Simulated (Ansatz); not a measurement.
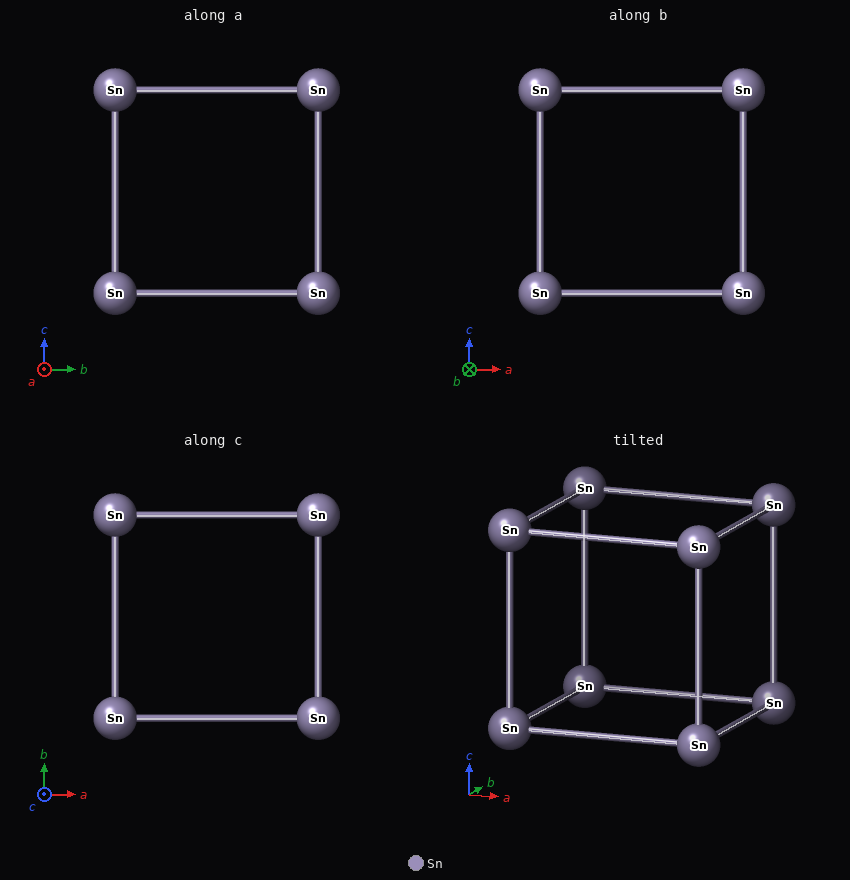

Drawn in the ball-and-stick manner and seen along the a axis, along the b axis, along the c axis and slightly off an axis. One conventional unit cell is framed, with atoms on its boundary repeated.

Lattice parameters: a = 3.029 Å, b = 3.029 Å, c = 3.029 Å, α = 90.00°, β = 90.00°, γ = 90.00°.

Give the atomic positions as a table of Wyckoff sites.

Space group Pm-3m (No. 221).
| atom | site | x | y | z |
| --- | --- | --- | --- | --- |
| Sn | 1a | 0.0000 | 0.0000 | 0.0000 |

The structure was taken from a structure type filled with this element by a generator (whether the element takes this form wasn't checked). Atoms and cell were optimised with DFT, PBEsol, plane waves (420 eV) with PAW, scalar-relativistic in Ansatz.
